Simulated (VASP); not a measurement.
# Geometry relaxation of Ir (part 2 of 2)

Ir (1 atom in the cell); Kohn-Sham DFT of a periodic cell, PBE, VASP PAW PBE potentials, recommended, no spin polarisation (VASP 6.6.1); cutoff 600 eV, 19×19×19 k-mesh, methfessel-paxton of 0.1 eV. The structure derives from a Materials Project entry.

Geometry of the input (Å; fractional positions):
```
0.0000  1.9270  1.9270
1.9270  0.0000  1.9270
1.9270  1.9270  0.0000
Ir 0.0000  0.0000  0.0000
```

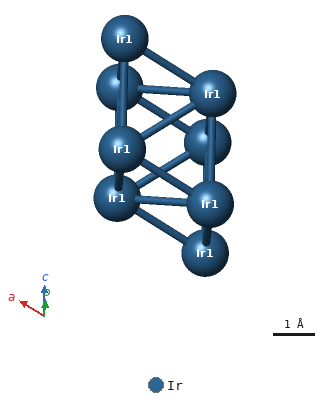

Figure 1. The geometry at step 2 of the log (ball-and-stick view of the cell of the calculation, seen at an oblique angle; atoms are numbered from 1 in the order of the input).

## Parts of OUTCAR, continued
```
 k-point     3 :       0.1053    0.0000    0.0000
  band No.  band energies     occupation
      1      -0.3108      2.00000
      2       6.1564      2.00000
      3       6.5874      2.00000
      4       6.5874      2.00000
      5       8.9208      2.00000
      6       8.9208      2.00000
      7      25.3504      0.00000
      8      28.0393      0.00000

 k-point     4 :       0.1579    0.0000    0.0000
  band No.  band energies     occupation
      1       0.2403      2.00000
      2       5.9520      2.00000
      3       6.7563      2.00000
      4       6.7563      2.00000
      5       8.8769      2.00000
      6       8.8769      2.00000
      7      26.0977      0.00000
      8      26.6236      0.00000

 k-point     5 :       0.2105    0.0000    0.0000
  band No.  band energies     occupation
      1       0.9080      2.00000
      2       5.8294      2.00000
      3       6.8504      2.00000
      4       6.8504      2.00000
      5       8.9861      2.00000
      6       8.9861      2.00000
      7      25.0541      0.00000
      8      26.8712      0.00000

 [... the levels of 18 k-points are left out ...]

 k-point    24 :      -0.2632    0.0526    0.0000
  band No.  band energies     occupation
      1       1.8334      2.00000
      2       5.9444      2.00000
      3       6.7474      2.00000
      4       6.8392      2.00000
      5       9.0963      2.00000
      6       9.9356      2.00203
      7      23.1438      0.00000
      8      26.7213      0.00000

 [... further k-points ...]

------------------------ aborting loop because EDIFF is reached ----------------------------------------

  FORCE on cell =-STRESS in cart. coord.  units (eV):
  Direction    XX          YY          ZZ          XY          YZ          ZX
  --------------------------------------------------------------------------------------
  -------------------------------------------------------------------------------------
  Total        0.4862722      0.4862722      0.4862722      0.0000000      0.0000000      0.0000000
  in kB       54.4425860     54.4425860     54.4425860      0.0000000      0.0000000      0.0000000
  external PRESSURE =      54.4425860 kB  Pullay stress =       0.0000000 kB

 VOLUME and BASIS-vectors are now :
 -----------------------------------------------------------------------------
  energy-cutoff  :      600.00
  volume of cell :       14.31
      direct lattice vectors                 reciprocal lattice vectors
     0.000000000  1.926964700  1.926964700    -0.259475433  0.259475433  0.259475433
     1.926964700  0.000000000  1.926964700     0.259475433 -0.259475433  0.259475433
     1.926964700  1.926964700  0.000000000     0.259475433  0.259475433 -0.259475433

 POSITION                                       TOTAL-FORCE (eV/Angst)
 -----------------------------------------------------------------------------------
      0.00000      0.00000      0.00000        -0.000000      0.000000      0.000000
 -----------------------------------------------------------------------------------
    total drift:                               -0.000000      0.000000     -0.000000

  FREE ENERGIE OF THE ION-ELECTRON SYSTEM (eV)
  ---------------------------------------------------
  free  energy   TOTEN  =        -8.8393722077 eV

  energy  without entropy=       -8.8389210061  energy(sigma->0) =       -8.83922181

--------------------------------------- Ionic step        2  -------------------------------------------

 number of electron       9.0000000 magnetization

------------------------ aborting loop because EDIFF is reached ----------------------------------------

  FORCE on cell =-STRESS in cart. coord.  units (eV):
  Direction    XX          YY          ZZ          XY          YZ          ZX
  --------------------------------------------------------------------------------------
  -------------------------------------------------------------------------------------
  Total       -1.5819646     -1.5819646     -1.5819646      0.0000000      0.0000000      0.0000000
  in kB     -165.2131607   -165.2131607   -165.2131607      0.0000000      0.0000000      0.0000000
  external PRESSURE =    -165.2131607 kB  Pullay stress =       0.0000000 kB

 VOLUME and BASIS-vectors are now :
 -----------------------------------------------------------------------------
  energy-cutoff  :      600.00
  volume of cell :       15.34
      direct lattice vectors                 reciprocal lattice vectors
    -0.000000000  1.972169483  1.972169483    -0.253527906  0.253527906  0.253527906
     1.972169483  0.000000000  1.972169483     0.253527906 -0.253527906  0.253527906
     1.972169483  1.972169483  0.000000000     0.253527906  0.253527906 -0.253527906

 POSITION                                       TOTAL-FORCE (eV/Angst)
 -----------------------------------------------------------------------------------
      1.97217      1.97217      0.00000         0.000000     -0.000000     -0.000000
 -----------------------------------------------------------------------------------
    total drift:                                0.000000      0.000000      0.000000

  FREE ENERGIE OF THE ION-ELECTRON SYSTEM (eV)
  ---------------------------------------------------
  free  energy   TOTEN  =        -8.7984763165 eV

  energy  without entropy=       -8.7978773671  energy(sigma->0) =       -8.79827667

--------------------------------------- Ionic step        3  -------------------------------------------

 number of electron       9.0000000 magnetization

------------------------ aborting loop because EDIFF is reached ----------------------------------------

  FORCE on cell =-STRESS in cart. coord.  units (eV):
  Direction    XX          YY          ZZ          XY          YZ          ZX
  --------------------------------------------------------------------------------------
  -------------------------------------------------------------------------------------
  Total       -0.0096079     -0.0096079     -0.0096079      0.0000000      0.0000000     -0.0000000
  in kB       -1.0593124     -1.0593124     -1.0593124      0.0000000      0.0000000     -0.0000000
  external PRESSURE =      -1.0593124 kB  Pullay stress =       0.0000000 kB

 VOLUME and BASIS-vectors are now :
 -----------------------------------------------------------------------------
  energy-cutoff  :      600.00
  volume of cell :       14.53
      direct lattice vectors                 reciprocal lattice vectors
    -0.000000000  1.936848094  1.936848094    -0.258151376  0.258151376  0.258151376
     1.936848094  0.000000000  1.936848094     0.258151376 -0.258151376  0.258151376
     1.936848094  1.936848094  0.000000000     0.258151376  0.258151376 -0.258151376

 POSITION                                       TOTAL-FORCE (eV/Angst)
 -----------------------------------------------------------------------------------
      0.00000      0.00000      0.00000         0.000000      0.000000      0.000000
 -----------------------------------------------------------------------------------
    total drift:                               -0.000000      0.000000     -0.000000

  FREE ENERGIE OF THE ION-ELECTRON SYSTEM (eV)
  ---------------------------------------------------
  free  energy   TOTEN  =        -8.8429693302 eV

  energy  without entropy=       -8.8424917392  energy(sigma->0) =       -8.84281013

--------------------------------------- Ionic step        4  -------------------------------------------

 number of electron       9.0000000 magnetization

 Free energy of the ion-electron system (eV)
  ---------------------------------------------------
  ext. energy  EPLUGINS =         0.00000000
  ---------------------------------------------------
  free energy    TOTEN  =        -8.84297146 eV

  energy without entropy =       -8.84249427  energy(sigma->0) =       -8.84281240

 E-fermi :   9.9308     XC(G=0): -13.8298     alpha+bet :-15.2906

 val. band max:        9.9294562010   @ k =   0.4737   0.3684   0.0000
 cond. band min:       9.9396304740   @ k =  -0.1579   0.1579   0.0000
 fundamental gap:      0.0101742730
 Fermi energy:         9.9308138515

 k-point     1 :       0.0000    0.0000    0.0000
  band No.  band energies     occupation
      1      -0.8844      2.00000
      2       6.2227      2.00000
      3       6.2227      2.00000
      4       6.2227      2.00000
      5       8.8008      2.00000
      6       8.8008      2.00000
      7      24.3257      0.00000
      8      29.7554      0.00000

 k-point     2 :       0.0526    0.0000    0.0000
  band No.  band energies     occupation
      1      -0.7643      2.00000
      2       6.1591      2.00000
      3       6.2748      2.00000
      4       6.2748      2.00000
      5       8.7674      2.00000
      6       8.7674      2.00000
      7      24.5314      0.00000
      8      29.0836      0.00000

 k-point     3 :       0.1053    0.0000    0.0000
  band No.  band energies     occupation
      1      -0.4144      2.00000
      2       5.9927      2.00000
      3       6.4135      2.00000
      4       6.4135      2.00000
      5       8.6919      2.00000
      6       8.6919      2.00000
      7      25.1021      0.00000
      8      27.7301      0.00000

 k-point     4 :       0.1579    0.0000    0.0000
  band No.  band energies     occupation
      1       0.1291      2.00000
      2       5.7930      2.00000
      3       6.5789      2.00000
      4       6.5789      2.00000
      5       8.6502      2.00000
      6       8.6502      2.00000
      7      25.8387      0.00000
      8      26.2998      0.00000

 k-point     5 :       0.2105    0.0000    0.0000
  band No.  band energies     occupation
      1       0.7897      2.00000
      2       5.6718      2.00000
      3       6.6712      2.00000
      4       6.6712      2.00000
      5       8.7575      2.00000
      6       8.7575      2.00000
      7      24.7464      0.00000
      8      26.5522      0.00000

 [... the levels of 18 k-points are left out ...]

 k-point    24 :      -0.2632    0.0526    0.0000
  band No.  band energies     occupation
      1       1.7117      2.00000
      2       5.7797      2.00000
      3       6.5713      2.00000
      4       6.6612      2.00000
      5       8.8660      2.00000
      6       9.6835      2.00260
      7      22.7925      0.00000
      8      26.3884      0.00000

 [... further k-points ...]

------------------------ aborting loop because EDIFF is reached ----------------------------------------

  FORCE on cell =-STRESS in cart. coord.  units (eV):
  Direction    XX          YY          ZZ          XY          YZ          ZX
  --------------------------------------------------------------------------------------
  -------------------------------------------------------------------------------------
  Total       -0.0005640     -0.0005640     -0.0005640      0.0000000      0.0000000      0.0000000
  in kB       -0.0622012     -0.0622012     -0.0622012      0.0000000      0.0000000      0.0000000
  external PRESSURE =      -0.0622012 kB  Pullay stress =       0.0000000 kB

 VOLUME and BASIS-vectors are now :
 -----------------------------------------------------------------------------
  energy-cutoff  :      600.00
  volume of cell :       14.53
      direct lattice vectors                 reciprocal lattice vectors
    -0.000000000  1.936650426  1.936650426    -0.258177724  0.258177724  0.258177724
     1.936650426  0.000000000  1.936650426     0.258177724 -0.258177724  0.258177724
     1.936650426  1.936650426  0.000000000     0.258177724  0.258177724 -0.258177724

 POSITION                                       TOTAL-FORCE (eV/Angst)
 -----------------------------------------------------------------------------------
      0.00000      0.00000      0.00000        -0.000000     -0.000000     -0.000000
 -----------------------------------------------------------------------------------
    total drift:                               -0.000000      0.000000     -0.000000

  FREE ENERGIE OF THE ION-ELECTRON SYSTEM (eV)
  ---------------------------------------------------
  free  energy   TOTEN  =        -8.8429714587 eV

  energy  without entropy=       -8.8424942684  energy(sigma->0) =       -8.84281240

 reached required accuracy - stopping structural energy minimisation
```

## CONTCAR
```
Ir
   1.00000000000000
    -0.0000000000000000    1.9366504260564288    1.9366504260564288
     1.9366504260564288    0.0000000000000000    1.9366504260564288
     1.9366504260564288    1.9366504260564288    0.0000000000000000
  Ir
     1
Direct
     0.0000000000000000    0.0000000000000000    0.0000000000000000

  0.00000000E+00  0.00000000E+00  0.00000000E+00
```

## Trajectory as extended XYZ (Å, eV, eV/Å), 4 frames, from step=0 to step=3
```
1
Lattice="0.0000 1.9270 1.9270 1.9270 0.0000 1.9270 1.9270 1.9270 0.0000" Properties=species:S:1:pos:R:3:forces:R:3 step=0 energy=-8.83937
Ir    0.0000    0.0000    0.0000    0.0000   0.0000   0.0000
1
Lattice="-0.0000 1.9722 1.9722 1.9722 0.0000 1.9722 1.9722 1.9722 0.0000" Properties=species:S:1:pos:R:3:forces:R:3 step=1 energy=-8.79848
Ir    1.9722    1.9722    0.0000    0.0000   0.0000   0.0000
1
Lattice="-0.0000 1.9368 1.9368 1.9368 0.0000 1.9368 1.9368 1.9368 0.0000" Properties=species:S:1:pos:R:3:forces:R:3 step=2 energy=-8.84297
Ir    0.0000    0.0000    0.0000    0.0000   0.0000   0.0000
1
Lattice="-0.0000 1.9367 1.9367 1.9367 0.0000 1.9367 1.9367 1.9367 0.0000" Properties=species:S:1:pos:R:3:forces:R:3 step=3 energy=-8.84297
Ir    0.0000    0.0000    0.0000    0.0000   0.0000   0.0000
```
